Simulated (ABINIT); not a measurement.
## FeSi2: geometry relaxation (part 2 of 4)

FeSi2 (P4/mmm, 3 atoms in the cell); Kohn-Sham DFT of a periodic cell, PBEsol, PseudoDojo NC SR PBEsol v0.4.1 standard, spin-polarised (ABINIT 10.8.3); cutoff 1224.51 eV, 8×8×4 k-mesh, fermi-dirac of 0.05 eV, collinear spins. The structure derives from an entry of the Crystallography Open Database.

Geometry of the input (Å; fractional positions):
```
2.6840  0.0000  0.0000
0.0000  2.6840  0.0000
0.0000  0.0000  5.1280
Fe 0.0000  0.0000  0.0000
Si 0.5000  0.5000  0.7300
Si 0.5000  0.5000  0.2700
```

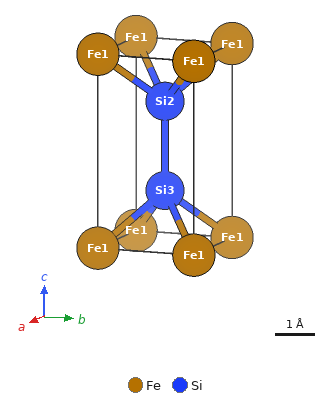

Fig. 1: The starting structure (ball-and-stick view of the cell of the calculation, seen slightly off an axis; atoms are numbered from 1 in the order of the input). An atom can appear more than once, as a periodic image.

Output, continued
```
 Cartesian coordinates (xcart) [bohr]
  0.00000000000000E+00  0.00000000000000E+00  0.00000000000000E+00
  2.53601245925000E+00  2.53601245925000E+00  7.07407636398300E+00
  2.53601245925000E+00  2.53601245925000E+00  2.61643920311700E+00
 Reduced coordinates (xred)
  0.00000000000000E+00  0.00000000000000E+00  0.00000000000000E+00
  5.00000000000000E-01  5.00000000000000E-01  7.30000000000000E-01
  5.00000000000000E-01  5.00000000000000E-01  2.70000000000000E-01
 Cartesian forces (fcart) [Ha/bohr]; max,rms= 5.07176E-03 2.39085E-03 (free atoms)
 -0.00000000000000E+00 -0.00000000000000E+00 -0.00000000000000E+00
 -0.00000000000000E+00 -0.00000000000000E+00 -5.07176011042799E-03
 -0.00000000000000E+00 -0.00000000000000E+00  5.07176011042799E-03
 Gradient of E wrt nuclear positions in reduced coordinates (gred)
  0.00000000000000E+00  0.00000000000000E+00  0.00000000000000E+00
  0.00000000000000E+00  0.00000000000000E+00  4.91479703026992E-02
 -0.00000000000000E+00 -0.00000000000000E+00 -4.91479703026992E-02
 Scale of Primitive Cell (acell) [bohr]
  5.07202491850000E+00  5.07202491850000E+00  9.69051556710000E+00
 Real space primitive translations (rprimd) [bohr]
  5.07202491850000E+00  0.00000000000000E+00  0.00000000000000E+00
  0.00000000000000E+00  5.07202491850000E+00  0.00000000000000E+00
  0.00000000000000E+00  0.00000000000000E+00  9.69051556710000E+00
 Unitary Cell Volume (ucvol) [Bohr^3]=  2.49292745527779E+02
 Angles (23,13,12)= [degrees]
  9.00000000000000E+01  9.00000000000000E+01  9.00000000000000E+01
 Lengths [Bohr]
  5.07202491850000E+00  5.07202491850000E+00  9.69051556710000E+00
 Stress tensor in cartesian coordinates (strten) [Ha/bohr^3]
  4.14401388043849E-05  0.00000000000000E+00  0.00000000000000E+00
  0.00000000000000E+00  4.14401388043866E-05  0.00000000000000E+00
  0.00000000000000E+00  0.00000000000000E+00  8.48905024921857E-05
 Total energy (etotal) [Ha]= -1.33734240973953E+02

--- Iteration: ( 2/50) Internal Cycle: (1/1)
--------------------------------------------------------------------------------

---SELF-CONSISTENT-FIELD CONVERGENCE--------------------------------------------

--- !BeginCycle
iteration_state: {dtset: 1, itime: 2, icycle: 1, }
solver: {iscf: 7, nstep: 80, nline: 4, wfoptalg: 0, }
tolerances: {tolvrs: 1.00E-12, }
...

     iter   Etot(hartree)      deltaE(h)  residm     vres2   difmagsph maxmagsph
 ETOT  1  -133.65647022252    -1.337E+02 3.141E-01 1.795E+03 5.297E-02 5.297E-02
 ETOT  2  -132.36972642065     1.287E+00 1.843E-02 2.605E+04 3.262E-02 2.035E-02
 ETOT  3  -133.72974137175    -1.360E+00 1.202E-01 4.462E+01 2.688E-02 4.723E-02
 ETOT  4  -133.73417478848    -4.433E-03 3.437E-03 1.369E+00 3.701E-03 4.353E-02
 ETOT  5  -133.73432254971    -1.478E-04 2.519E-03 5.643E-01 5.248E-05 4.358E-02
 ETOT  6  -133.73433940501    -1.686E-05 4.986E-03 4.064E-02 3.840E-04 4.320E-02
 ETOT  7  -133.73434299071    -3.586E-06 2.558E-02 3.323E-03 4.099E-04 4.279E-02
 ETOT  8  -133.73434322400    -2.333E-07 2.508E-03 5.112E-04 4.410E-04 4.234E-02
 ETOT  9  -133.73434327795    -5.395E-08 8.158E-04 5.281E-05 4.272E-04 4.192E-02
 ETOT 10  -133.73434329834    -2.039E-08 1.318E-03 4.090E-06 7.342E-04 4.118E-02
[... 44 further cycles ...]
 ETOT 55  -133.73434349743     1.506E-12 1.869E-05 4.671E-12 8.537E-05 8.444E-03
 ETOT 56  -133.73434349744    -8.725E-12 2.279E-05 7.180E-12 1.509E-05 8.459E-03
 ETOT 57  -133.73434349743     9.379E-13 1.624E-05 2.251E-11 1.471E-04 8.312E-03
 ETOT 58  -133.73434349744    -3.638E-12 1.960E-05 1.114E-11 3.479E-05 8.346E-03
 ETOT 59  -133.73434349744     2.473E-12 1.415E-05 1.129E-11 3.662E-05 8.310E-03
 ETOT 60  -133.73434349743     6.622E-12 1.687E-05 4.396E-12 3.057E-05 8.340E-03
 ETOT 61  -133.73434349743     0.000E+00 1.237E-05 2.098E-12 3.301E-05 8.307E-03
 ETOT 62  -133.73434349743    -5.684E-14 1.456E-05 1.847E-12 2.675E-05 8.334E-03
 ETOT 63  -133.73434349743    -1.108E-12 1.084E-05 4.516E-12 3.543E-05 8.369E-03
 ETOT 64  -133.73434349744    -5.315E-12 1.258E-05 4.327E-13 1.364E-05 8.356E-03

 At SCF step   64       vres2   =  4.33E-13 < tolvrs=  1.00E-12 =>converged.

 Cartesian components of stress tensor (hartree/bohr^3)
  sigma(1 1)=  1.97234171E-05  sigma(3 2)=  0.00000000E+00
  sigma(2 2)=  1.97234171E-05  sigma(3 1)=  0.00000000E+00
  sigma(3 3)=  3.56744373E-05  sigma(2 1)=  0.00000000E+00

--- !ResultsGS
iteration_state: {dtset: 1, itime: 2, icycle: 1, }
comment   : Summary of ground state results
lattice_vectors:
- [  5.0657194,   0.0000000,   0.0000000, ]
- [  0.0000000,   5.0657194,   0.0000000, ]
- [  0.0000000,   0.0000000,   9.6658366, ]
lattice_lengths: [   5.06572,    5.06572,    9.66584, ]
lattice_angles: [ 90.000,  90.000,  90.000, ] # degrees, (23, 13, 12)
lattice_volume:   2.4803999E+02
convergence: {deltae: -5.315E-12, res2:  4.327E-13, residm:  1.258E-05, diffor: null, }
etotal    :  -1.33734343E+02
entropy   :   0.00000000E+00
fermie    :   4.01139478E-01
cartesian_stress_tensor: # hartree/bohr^3
- [  1.97234171E-05,   0.00000000E+00,   0.00000000E+00, ]
- [  0.00000000E+00,   1.97234171E-05,   0.00000000E+00, ]
- [  0.00000000E+00,   0.00000000E+00,   3.56744373E-05, ]
pressure_GPa:  -7.3671E-01
xred      :
- [  0.0000E+00,   0.0000E+00,   0.0000E+00, Fe]
- [  5.0000E-01,   5.0000E-01,   7.2948E-01, Si]
- [  5.0000E-01,   5.0000E-01,   2.7052E-01, Si]
cartesian_forces: # hartree/bohr
- [ -0.00000000E+00,  -0.00000000E+00,  -0.00000000E+00, ]
- [ -0.00000000E+00,  -0.00000000E+00,  -3.84859182E-03, ]
- [ -0.00000000E+00,  -0.00000000E+00,   3.84859182E-03, ]
force_length_stats: {min:   0.00000000E+00, max:   3.84859182E-03, mean:   2.56572788E-03, }
...

 Integrated electronic and magnetization densities in atomic spheres:
 ------------------------------------------------------------------------------------------------------------
 Radius=ratsph(iatom), smearing ratsm=  0.0000. Diff(up-dn)=approximate z local magnetic moment.
    Atom    Radius    up_density   dn_density  Total(up+dn)  Diff(up-dn)
    1 Fe   2.00000     7.201792     7.193437     14.395229     0.008356
    2 Si   2.00000     0.898891     0.899077      1.797968    -0.000185
    3 Si   2.00000     0.898891     0.899077      1.797968    -0.000185
 ------------------------------------------------------------------------------------------------------------
  Sum:                 8.999575     8.991590     17.991165     0.007986
 Total magnetization (from the atomic spheres):                0.007986
 Total magnetization (exact up - dn):                          0.007851

---OUTPUT-----------------------------------------------------------------------

 Cartesian coordinates (xcart) [bohr]
  0.00000000000000E+00  0.00000000000000E+00  0.00000000000000E+00
  2.53285967800037E+00  2.53285967800037E+00  7.05100186328431E+00
  2.53285967800037E+00  2.53285967800037E+00  2.61483472173872E+00
 Reduced coordinates (xred)
  0.00000000000000E+00  0.00000000000000E+00  0.00000000000000E+00
  5.00000000000000E-01  5.00000000000000E-01  7.29476626390484E-01
  5.00000000000000E-01  5.00000000000000E-01  2.70523373609516E-01
 Cartesian forces (fcart) [Ha/bohr]; max,rms= 3.84859E-03 1.81424E-03 (free atoms)
 -0.00000000000000E+00 -0.00000000000000E+00 -0.00000000000000E+00
 -0.00000000000000E+00 -0.00000000000000E+00 -3.84859181936585E-03
 -0.00000000000000E+00 -0.00000000000000E+00  3.84859181936585E-03
 Gradient of E wrt nuclear positions in reduced coordinates (gred)
  0.00000000000000E+00  0.00000000000000E+00  0.00000000000000E+00
  0.00000000000000E+00  0.00000000000000E+00  3.71998596084467E-02
 -0.00000000000000E+00 -0.00000000000000E+00 -3.71998596084467E-02
 Scale of Primitive Cell (acell) [bohr]
  5.06571935600074E+00  5.06571935600074E+00  9.66583658502302E+00
 Real space primitive translations (rprimd) [bohr]
  5.06571935600074E+00  0.00000000000000E+00  0.00000000000000E+00
  0.00000000000000E+00  5.06571935600074E+00  0.00000000000000E+00
  0.00000000000000E+00  0.00000000000000E+00  9.66583658502302E+00
 Unitary Cell Volume (ucvol) [Bohr^3]=  2.48039987255800E+02
 Angles (23,13,12)= [degrees]
  9.00000000000000E+01  9.00000000000000E+01  9.00000000000000E+01
 Lengths [Bohr]
  5.06571935600074E+00  5.06571935600074E+00  9.66583658502302E+00
 Stress tensor in cartesian coordinates (strten) [Ha/bohr^3]
  1.97234171077174E-05  0.00000000000000E+00  0.00000000000000E+00
  0.00000000000000E+00  1.97234171077157E-05  0.00000000000000E+00
  0.00000000000000E+00  0.00000000000000E+00  3.56744372556565E-05
 Total energy (etotal) [Ha]= -1.33734343497435E+02

 Difference of energy with previous step (new-old):
           Absolute (Ha)=-1.02523E-04
           Relative     =-7.66621E-07

--- Iteration: ( 3/50) Internal Cycle: (1/1)
--------------------------------------------------------------------------------

---SELF-CONSISTENT-FIELD CONVERGENCE--------------------------------------------

--- !BeginCycle
iteration_state: {dtset: 1, itime: 3, icycle: 1, }
solver: {iscf: 7, nstep: 80, nline: 4, wfoptalg: 0, }
tolerances: {tolvrs: 1.00E-12, }
...

     iter   Etot(hartree)      deltaE(h)  residm     vres2   difmagsph maxmagsph
 ETOT  1  -133.62512959625    -1.336E+02 9.337E-01 2.479E+03 9.955E-03 9.955E-03
 ETOT  2  -131.81972446951     1.805E+00 6.729E-02 3.711E+04 5.092E-03 4.864E-03
 ETOT  3  -133.72815854599    -1.908E+00 2.011E-02 5.570E+01 4.050E-03 8.914E-03
 ETOT  4  -133.73411395549    -5.955E-03 1.602E-03 2.698E+00 7.610E-04 8.153E-03
 ETOT  5  -133.73423235658    -1.184E-04 3.089E-04 2.039E+00 8.261E-06 8.145E-03
 ETOT  6  -133.73437523874    -1.429E-04 5.496E-05 2.225E-01 1.063E-04 8.038E-03
 ETOT  7  -133.73439965659    -2.442E-05 4.787E-04 2.140E-02 1.213E-04 7.917E-03
 ETOT  8  -133.73440172225    -2.066E-06 2.053E-04 3.623E-03 1.085E-04 7.808E-03
 ETOT  9  -133.73440206209    -3.398E-07 2.774E-04 3.518E-04 1.439E-04 7.664E-03
 ETOT 10  -133.73440209601    -3.392E-08 2.176E-04 5.388E-05 1.250E-04 7.539E-03
 ETOT 11  -133.73440210317    -7.156E-09 3.004E-04 6.905E-07 1.760E-04 7.363E-03
 ETOT 12  -133.73440210417    -9.982E-10 1.629E-04 2.804E-07 1.703E-04 7.193E-03
 ETOT 13  -133.73440211034    -6.174E-09 2.995E-04 1.017E-06 1.228E-03 5.965E-03
 ETOT 14  -133.73440212145    -1.111E-08 8.118E-05 9.732E-07 3.503E-03 2.462E-03
 ETOT 15  -133.73440212383    -2.376E-09 2.354E-04 8.884E-09 2.365E-03 9.669E-05
 ETOT 16  -133.73440212385    -2.734E-11 3.215E-05 1.054E-08 2.838E-04 1.871E-04
 ETOT 17  -133.73440212387    -1.216E-11 1.574E-04 1.108E-09 1.578E-04 2.928E-05
 ETOT 18  -133.73440212386     2.956E-12 1.770E-05 1.024E-10 9.332E-06 1.995E-05
 ETOT 19  -133.73440212387    -5.741E-12 1.179E-04 4.396E-11 7.112E-06 2.706E-05
 ETOT 20  -133.73440212387    -9.379E-13 1.831E-05 2.574E-11 1.465E-05 1.242E-05
 ETOT 21  -133.73440212386     4.945E-12 9.528E-05 7.442E-12 3.068E-06 9.349E-06
 ETOT 22  -133.73440212387    -2.245E-12 1.814E-05 1.743E-12 6.432E-06 2.917E-06
 ETOT 23  -133.73440212386     2.927E-12 7.774E-05 1.691E-13 2.239E-06 6.777E-07

 At SCF step   23       vres2   =  1.69E-13 < tolvrs=  1.00E-12 =>converged.

 Cartesian components of stress tensor (hartree/bohr^3)
  sigma(1 1)= -2.42621133E-06  sigma(3 2)=  0.00000000E+00
  sigma(2 2)= -2.42621133E-06  sigma(3 1)=  0.00000000E+00
  sigma(3 3)= -2.19793546E-05  sigma(2 1)=  0.00000000E+00

--- !ResultsGS
iteration_state: {dtset: 1, itime: 3, icycle: 1, }
comment   : Summary of ground state results
lattice_vectors:
- [  5.0580813,   0.0000000,   0.0000000, ]
- [  0.0000000,   5.0580813,   0.0000000, ]
- [  0.0000000,   0.0000000,   9.6390658, ]
lattice_lengths: [   5.05808,    5.05808,    9.63907, ]
lattice_angles: [ 90.000,  90.000,  90.000, ] # degrees, (23, 13, 12)
lattice_volume:   2.4660766E+02
convergence: {deltae:  2.927E-12, res2:  1.691E-13, residm:  7.774E-05, diffor: null, }
etotal    :  -1.33734402E+02
entropy   :   0.00000000E+00
fermie    :   4.03891819E-01
cartesian_stress_tensor: # hartree/bohr^3
- [ -2.42621133E-06,   0.00000000E+00,   0.00000000E+00, ]
- [  0.00000000E+00,  -2.42621133E-06,   0.00000000E+00, ]
- [  0.00000000E+00,   0.00000000E+00,  -2.19793546E-05, ]
pressure_GPa:   2.6314E-01
xred      :
- [  0.0000E+00,   0.0000E+00,   0.0000E+00, Fe]
- [  5.0000E-01,   5.0000E-01,   7.2850E-01, Si]
- [  5.0000E-01,   5.0000E-01,   2.7150E-01, Si]
cartesian_forces: # hartree/bohr
- [ -0.00000000E+00,  -0.00000000E+00,  -0.00000000E+00, ]
- [ -0.00000000E+00,  -0.00000000E+00,  -1.15101200E-03, ]
- [ -0.00000000E+00,  -0.00000000E+00,   1.15101200E-03, ]
force_length_stats: {min:   0.00000000E+00, max:   1.15101200E-03, mean:   7.67341333E-04, }
...

 Integrated electronic and magnetization densities in atomic spheres:
 ------------------------------------------------------------------------------------------------------------
 Radius=ratsph(iatom), smearing ratsm=  0.0000. Diff(up-dn)=approximate z local magnetic moment.
    Atom    Radius    up_density   dn_density  Total(up+dn)  Diff(up-dn)
    1 Fe   2.00000     7.198368     7.198369     14.396738    -0.000001
    2 Si   2.00000     0.903524     0.903524      1.807047     0.000000
    3 Si   2.00000     0.903524     0.903524      1.807047     0.000000
 ------------------------------------------------------------------------------------------------------------
  Sum:                 9.005416     9.005417     18.010832    -0.000001
 Total magnetization (from the atomic spheres):               -0.000001
 Total magnetization (exact up - dn):                         -0.000001

---OUTPUT-----------------------------------------------------------------------
```
